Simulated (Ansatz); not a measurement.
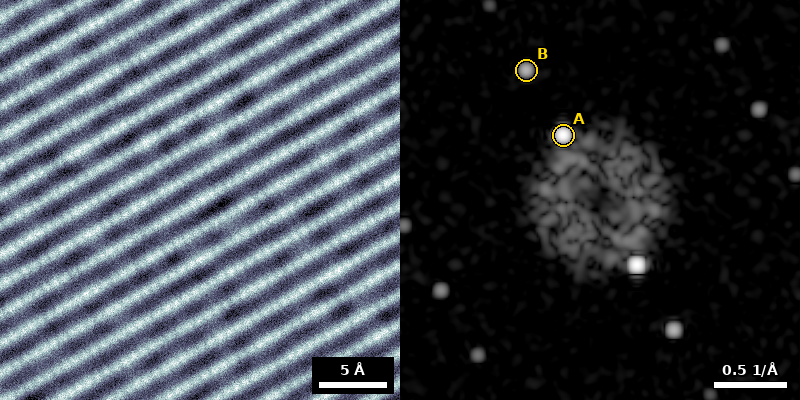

Integrated-DPC-like image of a crystal. Simulated as the projected potential of neutral atoms (B = 0.8 Å²) blurred by a 0.50 Å probe, the thin-sample limit of integrated differential phase contrast. The display is stretched by a gamma of 0.65; percentages refer to the linear signal. Shot noise and the speckle of an amorphous layer were added.

The right panel is the modulus of the image's Fourier transform on a logarithmic scale.

### Which lattice spacings do the marked spots stand for, and what angle do A and B enclose?

A: 1.9 Å, B: 1.0 Å; A and B enclose about 0°.

The crystal is Fe (Im-3m, No. 229) along [211]; the spots are (0 1 -1) and (0 2 -2). Model: the input geometry of a calculation.
